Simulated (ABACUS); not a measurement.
**Band-structure run, with input and output: Mg$_{3}$Sb$_{2}$ (part 1 of 2)**

Mg$_{3}$Sb$_{2}$ (P-3m1, 5 atoms in the cell), computed with Kohn-Sham DFT of a periodic cell, LDA, PseudoDojo NC SR 0.4.1 LDA standard, no spin polarisation (ABACUS 3.10.1).

The structure derives from an entry of the Crystallography Open Database. It belongs to a series of runs on one base structure; here: bands on the converged density.

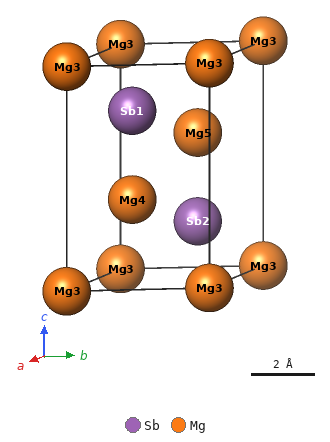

Figure 1. The structure (spheres-only view of the cell of the calculation, seen slightly off an axis; atoms are numbered from 1 in the order of the input). An atom can appear more than once, as a periodic image.

Input:
```
INPUT_PARAMETERS
suffix              Mg3Sb2
calculation         nscf
basis_type          pw
pseudo_dir          ./
symmetry            -1
dft_functional      pz
ecutwfc             84.0
pseudo_rcut         7
nspin               1
nbands              42
ks_solver           dav
smearing_method     fd
smearing_sigma      0.00367493
scf_thr             1e-08
scf_nmax            100
mixing_type         broyden
mixing_beta         0.7
init_chg            file
pw_diag_thr         1e-07
out_band            1
kpar                4
```

File STRU:
```
ATOMIC_SPECIES
Sb 121.7600 Sb.upf
Mg 24.3050 Mg.upf

LATTICE_CONSTANT
1.8897261246

LATTICE_VECTORS
4.5820000000 0.0000000000 0.0000000000
-2.2910000000 3.9681284001 0.0000000000
0.0000000000 0.0000000000 7.2440000000

ATOMIC_POSITIONS
Direct

Sb
0.0
2
0.6666666667 0.3333333333 0.7650000000 1 1 1
0.3333333333 0.6666666667 0.2350000000 1 1 1

Mg
0.0
3
0.0000000000 0.0000000000 0.0000000000 1 1 1
0.6666666667 0.3333333333 0.3700000000 1 1 1
0.3333333333 0.6666666667 0.6300000000 1 1 1
```

File KPT:
```
K_POINTS
12
Line
0.00000000 0.00000000 0.00000000 6 // G
0.50000000 0.00000000 0.00000000 6 // M
0.33333333 0.33333333 0.00000000 6 // K
0.00000000 0.00000000 0.00000000 6 // G
0.00000000 0.00000000 0.50000000 6 // A
0.50000000 0.00000000 0.50000000 6 // L
0.33333333 0.33333333 0.50000000 6 // H
0.00000000 0.00000000 0.50000000 1 // A
0.50000000 0.00000000 0.50000000 6 // L
0.50000000 0.00000000 0.00000000 1 // M
0.33333333 0.33333333 0.00000000 6 // K
0.33333333 0.33333333 0.50000000 1 // H
```

Machine: 4 threads of Intel Xeon (Granite Rapids), 96 GiB of memory available, shared host.

Run as:
```bash
OMP_NUM_THREADS=1 mpirun -np 4 abacus > log
```

The program's output:
```
ABACUS v3.10.1

               Atomic-orbital Based Ab-initio Computation at UStc

 ------------------------------------------------------------------------------------

 READING GENERAL INFORMATION
                           global_out_dir = OUT.Mg3Sb2/
                           global_in_card = INPUT
                               pseudo_dir = ./
                              orbital_dir =
                                    DSIZE = 4
                                    GSIZE = 1

 READING UNITCELL INFORMATION
                                    ntype = 2
                  lattice constant (Bohr) = 1.88973
              lattice constant (Angstrom) = 1

 READING ATOM TYPE 1
                               atom label = Sb
                      L=0, number of zeta = 1
                      L=1, number of zeta = 1
                      L=2, number of zeta = 1
             number of atom for this type = 2

 READING ATOM TYPE 2
                               atom label = Mg
                      L=0, number of zeta = 1
                      L=1, number of zeta = 1
                      L=2, number of zeta = 1
             number of atom for this type = 3

                        TOTAL ATOM NUMBER = 5
DIRECT COORDINATES
    atom                   x                   y                   z     mag                  vx                  vy                  vz
taud_Sb1            0.6666666667        0.3333333333        0.7650000000  0.0000        0.0000000000        0.0000000000        0.0000000000
taud_Sb2            0.3333333333        0.6666666667        0.2350000000  0.0000        0.0000000000        0.0000000000        0.0000000000
taud_Mg1            0.0000000000        0.0000000000        0.0000000000  0.0000        0.0000000000        0.0000000000        0.0000000000
taud_Mg2            0.6666666667        0.3333333333        0.3700000000  0.0000        0.0000000000        0.0000000000        0.0000000000
taud_Mg3            0.3333333333        0.6666666667        0.6300000000  0.0000        0.0000000000        0.0000000000        0.0000000000

                          Volume (Bohr^3) = 888.824
                             Volume (A^3) = 131.71

 Lattice vectors: (Cartesian coordinate: in unit of a_0)
               +4.582                  +0                  +0
               -2.291            +3.96813                  +0
                   +0                  +0              +7.244
 Reciprocal vectors: (Cartesian coordinate: in unit of 2 pi/a_0)
            +0.218245           +0.126004                  -0
                   -0           +0.252008                  -0
                   +0                  -0           +0.138045
 The esolver type has been set to : ksdft_pw

                PAO radial cut off (Bohr) = 7

 Read in pseudopotential file is Sb.upf
                     pseudopotential type = NC
          exchange-correlation functional = SLAPWNOGXNOGC
                 nonlocal core correction = 1
                        valence electrons = 15
                                     lmax = 2
                           number of zeta = 3
                     number of projectors = 6
                           L of projector = 0
                           L of projector = 0
                           L of projector = 1
                           L of projector = 1
                           L of projector = 2
                           L of projector = 2
 XC functional updated to : pz
          exchange-correlation functional = PZ
                PAO radial cut off (Bohr) = 7

 Read in pseudopotential file is Mg.upf
                     pseudopotential type = NC
          exchange-correlation functional = SLAPWNOGXNOGC
                 nonlocal core correction = 0
                        valence electrons = 10
                                     lmax = 1
                           number of zeta = 3
                     number of projectors = 4
                           L of projector = 0
                           L of projector = 0
                           L of projector = 1
                           L of projector = 1
 XC functional updated to : pz
          exchange-correlation functional = PZ
     initial pseudo atomic orbital number = 33

 SETUP THE ELECTRONS NUMBER
            electron number of element Sb = 15
      total electron number of element Sb = 30
            electron number of element Mg = 10
      total electron number of element Mg = 30
            AUTOSET number of electrons:  = 60
                           occupied bands = 30
                                   NBANDS = 42
                                   NLOCAL = 45

%%%%%%%%%%%%%%%%%%%%%%%%%%%%%%%%%%%%%%%%%%%%%%%%%%%%%%%%%%%%%%%%%%%%%%%%%%%%%%%%%%%%%%%%%%%%%%%%%%%%%%%%%%
 Warning: the number of valence electrons in pseudopotential > 5 for Sb: [Kr] 4d10 5s2 5p3
 Warning: the number of valence electrons in pseudopotential > 2 for Mg: [Ne] 3s2
 Pseudopotentials with additional electrons can yield (more) accurate outcomes, but may be less efficient.
 If you're confident that your chosen pseudopotential is appropriate, you can safely ignore this warning.
%%%%%%%%%%%%%%%%%%%%%%%%%%%%%%%%%%%%%%%%%%%%%%%%%%%%%%%%%%%%%%%%%%%%%%%%%%%%%%%%%%%%%%%%%%%%%%%%%%%%%%%%%%

 SETUP THE PLANE WAVE BASIS
 energy cutoff for charge/potential (unit:Ry) = 336
            fft grid for charge/potential = [ 54, 54, 80 ]
                        fft grid division = [ 1, 1, 1 ]
        big fft grid for charge/potential = [ 54, 54, 80 ]
                                     nbxx = 233280
                                     nrxx = 233280

 SETUP PLANE WAVES FOR CHARGE/POTENTIAL
                    number of plane waves = 92497
                         number of sticks = 1735

 PARALLEL PW FOR CHARGE/POTENTIAL
     PROC   COLUMNS(POT)             PW
        1           1735          92497
 --------------- sum -------------------
        1           1735          92497
                            number of |g| = 4021
                                  max |g| = 30.3911
                                  min |g| = 0

----------- Double Check Mixing Parameters Begin ------------
mixing_type: broyden
mixing_beta: 0.7
mixing_gg0: 1
mixing_gg0_min: 0.1
mixing_ndim: 8
----------- Double Check Mixing Parameters End ------------

 SETUP K-POINTS
                                    nspin = 1
                                   nkstot = 57
K-POINTS DIRECT COORDINATES
 KPOINTS    DIRECT_X    DIRECT_Y    DIRECT_Z  WEIGHT
       1  0.00000000  0.00000000  0.00000000  1.0000
       2  0.08333333  0.00000000  0.00000000  1.0000
       3  0.16666667  0.00000000  0.00000000  1.0000
       4  0.25000000  0.00000000  0.00000000  1.0000
       5  0.33333333  0.00000000  0.00000000  1.0000
       6  0.41666667  0.00000000  0.00000000  1.0000
       7  0.50000000  0.00000000  0.00000000  1.0000
       8  0.47222222  0.05555555  0.00000000  1.0000
       9  0.44444444  0.11111111  0.00000000  1.0000
      10  0.41666666  0.16666666  0.00000000  1.0000
      11  0.38888889  0.22222222  0.00000000  1.0000
      12  0.36111111  0.27777778  0.00000000  1.0000
      13  0.33333333  0.33333333  0.00000000  1.0000
      14  0.27777778  0.27777778  0.00000000  1.0000
      15  0.22222222  0.22222222  0.00000000  1.0000
      16  0.16666666  0.16666666  0.00000000  1.0000
      17  0.11111111  0.11111111  0.00000000  1.0000
      18  0.05555555  0.05555555  0.00000000  1.0000
      19  0.00000000  0.00000000  0.00000000  1.0000
      20  0.00000000  0.00000000  0.08333333  1.0000
      21  0.00000000  0.00000000  0.16666667  1.0000
      22  0.00000000  0.00000000  0.25000000  1.0000
      23  0.00000000  0.00000000  0.33333333  1.0000
      24  0.00000000  0.00000000  0.41666667  1.0000
      25  0.00000000  0.00000000  0.50000000  1.0000
      26  0.08333333  0.00000000  0.50000000  1.0000
      27  0.16666667  0.00000000  0.50000000  1.0000
      28  0.25000000  0.00000000  0.50000000  1.0000
      29  0.33333333  0.00000000  0.50000000  1.0000
      30  0.41666667  0.00000000  0.50000000  1.0000
[... 27 further k points ...]

           k-point number in this process = 15
       minimum distributed K point number = 14

[... K-POINTS CARTESIAN COORDINATES: 15 rows ...]

[... K-POINTS DIRECT COORDINATES: 15 rows ...]

 SETUP PLANE WAVES FOR WAVE FUNCTIONS
     energy cutoff for wavefunc (unit:Ry) = 84
              fft grid for wave functions = [ 54, 54, 80 ]
                    number of plane waves = 13405
                         number of sticks = 475

 PARALLEL PW FOR WAVE FUNCTIONS
     PROC   COLUMNS(POT)             PW
        1            475          13405
 --------------- sum -------------------
        1            475          13405

 SETUP NONLOCAL PSEUDOPOTENTIALS IN PLANE WAVE BASIS
 Sb non-local projectors:
 projector 1 L=0
 projector 2 L=0
 projector 3 L=1
 projector 4 L=1
 projector 5 L=2
 projector 6 L=2
 Mg non-local projectors:
 projector 1 L=0
 projector 2 L=0
 projector 3 L=1
 projector 4 L=1
      TOTAL NUMBER OF NONLOCAL PROJECTORS = 60

 Init Non-Local PseudoPotential table :
 Init Non-Local-Pseudopotential done.

                                     npwx = 11586

 Make real space PAO into reciprocal space.
       max mesh points in Pseudopotential = 701
     dq(describe PAO in reciprocal space) = 0.01
                                    max q = 1104

 number of pseudo atomic orbitals for Sb is 3
WARNING: norm of atomic wavefunction # 2 of atomic type Sb is 0.999937, renormalized
WARNING: norm of atomic wavefunction # 3 of atomic type Sb is 0.997174, renormalized

 number of pseudo atomic orbitals for Mg is 3
WARNING: norm of atomic wavefunction # 3 of atomic type Mg is 0.994588, renormalized

 -------------------------------------------
 NONSELF-CONSISTENT
 -------------------------------------------
                                 init_chg = file
 try to read charge from file
 Read in the charge density: OUT.Mg3Sb2//Mg3Sb2-CHARGE-DENSITY.restart

 PW ALGORITHM --------------- ION=   1  ELEC=   1--------------------------------

 k(1/57) Iter steps (avg)=12 threshold=1e-07

 k(2/57) Iter steps (avg)=12 threshold=1e-07
 k(3/57) Iter steps (avg)=13 threshold=1e-07

 k(4/57) Iter steps (avg)=41 threshold=1e-07
 k(5/57) Iter steps (avg)=11 threshold=1e-07
 k(6/57) Iter steps (avg)=13 threshold=1e-07
 k(7/57) Iter steps (avg)=16 threshold=1e-07
 k(8/57) Iter steps (avg)=18 threshold=1e-07
 k(9/57) Iter steps (avg)=12 threshold=1e-07
 k(10/57) Iter steps (avg)=12 threshold=1e-07
 k(11/57) Iter steps (avg)=15 threshold=1e-07
 k(12/57) Iter steps (avg)=14 threshold=1e-07
 k(13/57) Iter steps (avg)=12 threshold=1e-07
 k(14/57) Iter steps (avg)=13 threshold=1e-07
 k(15/57) Iter steps (avg)=18 threshold=1e-07
[... levels at 15 k points of this process ...]

 Density error is 0.00000000000
                          Error Threshold = 1.00000000000e-07
----------------------------------------------------------
     Energy           Rydberg                 eV
```
